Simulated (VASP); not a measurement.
Geometry relaxation, with input and output: C (part 1 of 2)

- system: C (Fd-3m, 2 atoms in the cell)
- method: Kohn-Sham DFT of a periodic cell, PBE, VASP PAW PBE potentials, recommended, no spin polarisation (VASP 6.6.1)

The structure derives from an entry of the Crystallography Open Database.

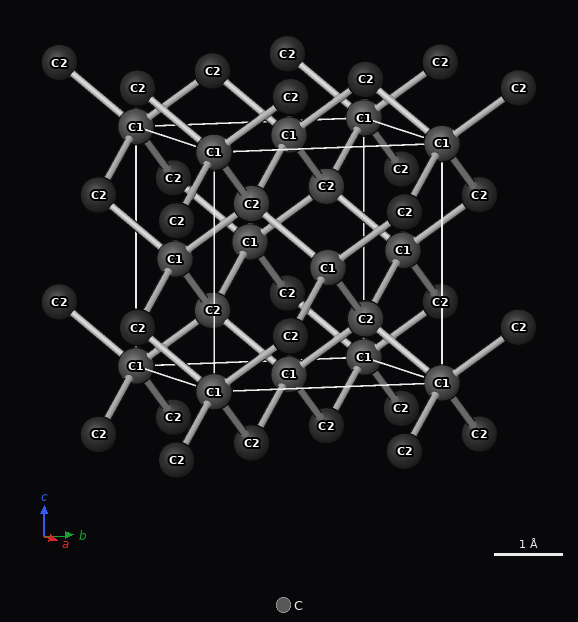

The starting structure (ball-and-stick view of the cell 4 times as large as that of the calculation, set on its symmetry axes, seen slightly off an axis; neighbours outside the cell are drawn fainter; atoms are numbered from 1 in the order of the input). An atom can appear more than once, as a periodic image. Near neighbours in the periodic cell (some may lie outside the picture): C has 4 C at 1.54 Å.

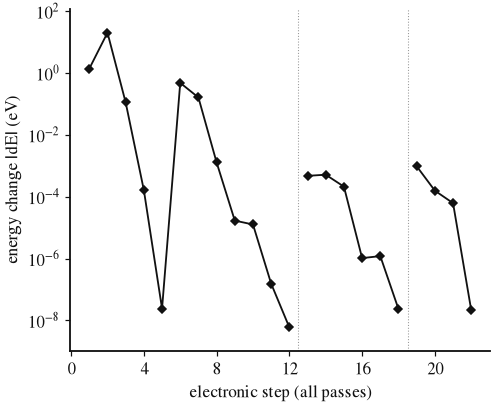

Convergence of the self-consistent field: energy change |dE| against the electronic step. Each stretch between dotted lines is the SCF of one geometry step of a relaxation. The 3 ionic steps take 4 to 12 electronic steps each. The density is held fixed in the first few steps, and dE rises again when its update begins.

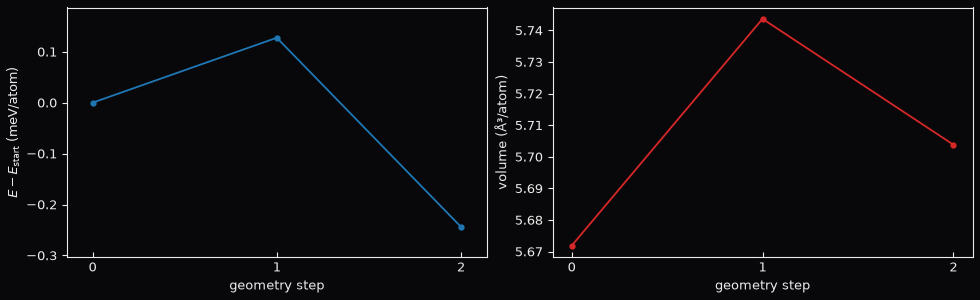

Progress of the relaxation, step by step (steps are counted from 0). The energy falls by 0.2 meV per atom in 2 geometry steps. All forces vanish by symmetry, so only the cell relaxes. The atoms keep their places relative to the cell (all moves are under 0.005 Å). 

The input that produced these results follows, with the program's output.

INCAR
```
SYSTEM = C
PREC     = Accurate       ! precision mode
ENCUT    = 520            ! plane-wave cutoff, eV
EDIFF    = 1E-7           ! SCF threshold, eV
ISMEAR   = 0              ! smearing method
SIGMA    = 0.02           ! smearing width, eV
LREAL    = .FALSE.        ! projectors in reciprocal space
LASPH    = .TRUE.         ! aspherical terms in the spheres
NELM     = 80             ! most SCF steps
ALGO     = Normal         ! electronic algorithm
ISIF     = 3              ! what is computed and relaxed
LWAVE    = .FALSE.        ! write WAVECAR
LCHARG   = .FALSE.        ! write CHGCAR
GGA      = PE             ! functional
IBRION   = 2              ! ionic algorithm
NSW      = 80             ! ionic steps
EDIFFG   = -0.002         ! ionic threshold
```

KPOINTS
```
regular mesh
0
G
  10 10 10
  0 0 0
```

POSCAR
```
C
1.0
    0.0000000000      1.7833700000      1.7833700000
    1.7833700000      0.0000000000      1.7833700000
    1.7833700000      1.7833700000      0.0000000000
C
2
Direct
    0.0000000000      0.0000000000      0.0000000000
    0.2500000000      0.2500000000      0.2500000000
```

Launched with:
```bash
cat potpaw_PBE.64/C/POTCAR > POTCAR
mpirun -np 1 vasp_std > vasp.out
```

OSZICAR
```
N       E                     dE             d eps       ncg     rms          rms(c)
DAV:   1     0.137852426670E+01    0.13785E+01   -0.51254E+03   768   0.998E+02
DAV:   2    -0.187126952401E+02   -0.20091E+02   -0.19636E+02  1216   0.117E+02
DAV:   3    -0.188238856507E+02   -0.11119E+00   -0.11119E+00   776   0.118E+01
DAV:   4    -0.188240484350E+02   -0.16278E-03   -0.16278E-03  1112   0.483E-01
DAV:   5    -0.188240484589E+02   -0.23862E-07   -0.23862E-07   784   0.422E-03    0.556E+00
DAV:   6    -0.183450368970E+02    0.47901E+00   -0.36692E-01   784   0.484E+00    0.334E+00
DAV:   7    -0.181838549818E+02    0.16118E+00   -0.40512E-01   888   0.520E+00    0.765E-01
DAV:   8    -0.181851338807E+02   -0.12789E-02   -0.18083E-03   784   0.491E-01    0.469E-02
DAV:   9    -0.181851506788E+02   -0.16798E-04   -0.13270E-04  1072   0.102E-01    0.273E-02
DAV:  10    -0.181851632636E+02   -0.12585E-04   -0.13594E-05   768   0.431E-02    0.625E-03
DAV:  11    -0.181851631105E+02    0.15305E-06   -0.38094E-08  1040   0.215E-03    0.133E-03
DAV:  12    -0.181851631046E+02    0.59028E-08   -0.10348E-08   384   0.130E-03
   1 F= -.18185163E+02 E0= -.18185163E+02  d E =-.181852E+02
       N       E                     dE             d eps       ncg     rms          rms(c)
DAV:   1    -0.181856342009E+02   -0.47109E-03   -0.48619E-02   896   0.228E+00    0.197E-01
DAV:   2    -0.181851212377E+02    0.51296E-03   -0.40834E-04   840   0.195E-01    0.102E-01
DAV:   3    -0.181849102548E+02    0.21098E-03   -0.41979E-04   808   0.162E-01    0.165E-02
DAV:   4    -0.181849092244E+02    0.10305E-05   -0.78932E-07   752   0.122E-02    0.118E-02
DAV:   5    -0.181849080297E+02    0.11947E-05   -0.16461E-07   872   0.592E-03    0.291E-04
DAV:   6    -0.181849080065E+02    0.23130E-07   -0.63071E-10   376   0.300E-04
   2 F= -.18184908E+02 E0= -.18184908E+02  d E =0.255098E-03
       N       E                     dE             d eps       ncg     rms          rms(c)
DAV:   1    -0.181858688641E+02   -0.96083E-03   -0.14988E-02   904   0.127E+00    0.110E-01
DAV:   2    -0.181857124657E+02    0.15640E-03   -0.12529E-04   840   0.108E-01    0.567E-02
DAV:   3    -0.181856507657E+02    0.61700E-04   -0.12867E-04   808   0.900E-02    0.931E-03
DAV:   4    -0.181856507445E+02    0.21188E-07   -0.24341E-07   744   0.673E-03
   3 F= -.18185651E+02 E0= -.18185651E+02  d E =-.487640E-03
```

Parts of OUTCAR
```
SYSTEM = C
   PREC = Accurate
   ENCUT = 520
   EDIFF = 1E-7
   ISMEAR = 0
   LREAL = .FALSE.
   LASPH = .TRUE.
   NELM = 80
   ISIF = 3
   GGA = PE
   IBRION = 2
   NSW = 80
   EDIFFG = -0.002

 ion  position               nearest neighbor table
   1  0.000  0.000  0.000-   2 1.54   2 1.54   2 1.54   2 1.54
   2  0.250  0.250  0.250-   1 1.54   1 1.54   1 1.54   1 1.54

  LATTYP: Found a face centered cubic cell.
 ALAT       =     3.5667400000

  Lattice vectors:

 A1 = (   0.0000000000,   1.7833700000,   1.7833700000)
 A2 = (   1.7833700000,   0.0000000000,   1.7833700000)
 A3 = (   1.7833700000,   1.7833700000,   0.0000000000)

Analysis of symmetry for initial positions (statically):
=====================================================================
 Subroutine PRICEL returns:
 Original cell was already a primitive cell.

 Routine SETGRP: Setting up the symmetry group for a
 face centered cubic supercell.

 Subroutine GETGRP returns: Found 48 space group operations
 (whereof 24 operations were pure point group operations)
 out of a pool of 48 trial point group operations.

The static configuration has the point symmetry T_d .
 The point group associated with its full space group is O_h .

Analysis of symmetry for dynamics (positions and initial velocities):
=====================================================================
 Subroutine PRICEL returns:
 Original cell was already a primitive cell.

 Routine SETGRP: Setting up the symmetry group for a
 face centered cubic supercell.

 Subroutine GETGRP returns: Found 48 space group operations
 (whereof 24 operations were pure point group operations)
 out of a pool of 48 trial point group operations.

The dynamic configuration has the point symmetry T_d .
 The point group associated with its full space group is O_h .

 Subroutine INISYM returns: Found 48 space group operations
 (whereof 24 operations are pure point group operations),
 and found     1 'primitive' translations

----------------------------------------------------------------------------------------

                                     Primitive cell

  volume of cell :      11.3437

  direct lattice vectors                    reciprocal lattice vectors
     0.000000000  1.783370000  1.783370000    -0.280368067  0.280368067  0.280368067
     1.783370000  0.000000000  1.783370000     0.280368067 -0.280368067  0.280368067
     1.783370000  1.783370000  0.000000000     0.280368067  0.280368067 -0.280368067

  length of vectors
     2.522066041  2.522066041  2.522066041     0.485611737  0.485611737  0.485611737

  position of ions in fractional coordinates (direct lattice)
     0.000000000  0.000000000  0.000000000
     0.250000000  0.250000000  0.250000000

  ion indices of the primitive-cell ions
   primitive index   ion index
                 1           1
                 2           2

----------------------------------------------------------------------------------------

 KPOINTS: regular mesh

Automatic generation of k-mesh.
 Grid dimensions read from file:
 generate k-points for:   10   10   10

 Generating k-lattice:

  Cartesian coordinates                     Fractional coordinates (reciprocal lattice)
    -0.028036807  0.028036807  0.028036807     0.100000000  0.000000000  0.000000000
     0.028036807 -0.028036807  0.028036807     0.000000000  0.100000000  0.000000000
     0.028036807  0.028036807 -0.028036807     0.000000000  0.000000000  0.100000000

  Length of vectors
     0.048561174  0.048561174  0.048561174

  Shift w.r.t. Gamma in fractional coordinates (k-lattice)
     0.000000000  0.000000000  0.000000000

 Subroutine IBZKPT returns following result:
 ===========================================

 Found     47 irreducible k-points:

 Following reciprocal coordinates:
            Coordinates               Weight
  0.000000  0.000000  0.000000      1.000000
  0.100000  0.000000  0.000000      8.000000
  0.200000  0.000000  0.000000      8.000000
  0.300000  0.000000  0.000000      8.000000
  0.400000  0.000000  0.000000      8.000000
  0.500000  0.000000  0.000000      4.000000
  0.100000  0.100000  0.000000      6.000000
  0.200000  0.100000  0.000000     24.000000
  0.300000  0.100000  0.000000     24.000000
  0.400000  0.100000  0.000000     24.000000
  0.500000  0.100000  0.000000     24.000000
 -0.400000  0.100000  0.000000     24.000000
 -0.300000  0.100000  0.000000     24.000000
 -0.200000  0.100000  0.000000     24.000000
 -0.100000  0.100000  0.000000     12.000000
  0.200000  0.200000  0.000000      6.000000
  0.300000  0.200000  0.000000     24.000000
  0.400000  0.200000  0.000000     24.000000
  0.500000  0.200000  0.000000     24.000000
 -0.400000  0.200000  0.000000     24.000000
 -0.300000  0.200000  0.000000     24.000000
 -0.200000  0.200000  0.000000     12.000000
  0.300000  0.300000  0.000000      6.000000
  0.400000  0.300000  0.000000     24.000000
 [... further k-points ...]
   k-points           NKPTS =     47   k-points in BZ     NKDIM =     47   number of bands    NBANDS=      8
   number of dos      NEDOS =    301   number of ions     NIONS =      2
   total plane-waves  NPLWV =   8000
   dimension x,y,z NGX =    20 NGY =   20 NGZ =   20
   dimension x,y,z NGXF=    40 NGYF=   40 NGZF=   40
   ions per type =               2
   NGX,Y,Z   is equivalent  to a cutoff of  13.18, 13.18, 13.18 a.u.
   NGXF,Y,Z  is equivalent  to a cutoff of  26.37, 26.37, 26.37 a.u.
 SYSTEM =  C
   PREC   = accura    normal or accurate (medium, high low for compatibility)
   ISTART =      0    job   : 0-new  1-cont  2-samecut
   ICHARG =      2    charge: 1-file 2-atom 10-const
   ISPIN  =      1    spin polarized calculation?
   LNONCOLLINEAR =      F non collinear calculations
   LSORBIT =      F    spin-orbit coupling
   LASPH  =      T    aspherical Exc in radial PAW
   ENCUT  =  520.0 eV  38.22 Ry    6.18 a.u.   4.69  4.69  4.69*2*pi/ulx,y,z
   NELM   =     80;   NELMIN=  2; NELMDL= -5     # of ELM steps
   EDIFF  = 0.1E-06   stopping-criterion for ELM
   LREAL  =      F    real-space projection
   EDIFFG = -.2E-02   stopping-criterion for IOM
   NSW    =     80    number of steps for IOM
   IBRION =      2    ionic relax: 0-MD 1-quasi-New 2-CG
   NFREE  =      1    steps in history (QN), initial steepest desc. (CG)
   ISIF   =      3    stress and relaxation
   ISYM   =      2    0-nonsym 1-usesym 2-fastsym
   POTIM  = 0.5000    time-step for ionic-motion
   TEBEG  =    0.0;   TEEND  =   0.0 temperature during run
   PSTRESS=    0.0 pullay stress
   NELECT =       8.0000    total number of electrons
   NUPDOWN=      -1.0000    fix difference up-down
   EMIN   =  10.00;   EMAX   =-10.00  energy-range for DOS
   EFERMI =   0.00;   METHOD = LEGACY
   ISMEAR =     0;   SIGMA  =   0.02  broadening in eV -4-tet -1-fermi 0-gaus
   EFERMI_NEDOS =   21; number of points for ismear=-14 and -15
   IALGO  =     38    algorithm
   IMIX   =      4    mixing-type and parameters
     AMIX     =   0.40;   BMIX     =  1.00
     AMIX_MAG =   1.60;   BMIX_MAG =  1.00
  volume/ion in A,a.u.               =       5.67        38.28
  Fermi-wavevector in a.u.,A,eV,Ry     =   1.457203  2.753714 28.891161  2.123440
  Thomas-Fermi vector in A             =   2.574032
   LORBIT       =      0    0 simple, 1 ext, 2 COOP (PROOUT), +10 PAW based schemes
   GGA     = PE    functional components
   LHFCALC =     F    Hartree Fock is set to
   AEXX    =    0.0000 exact exchange contribution
```
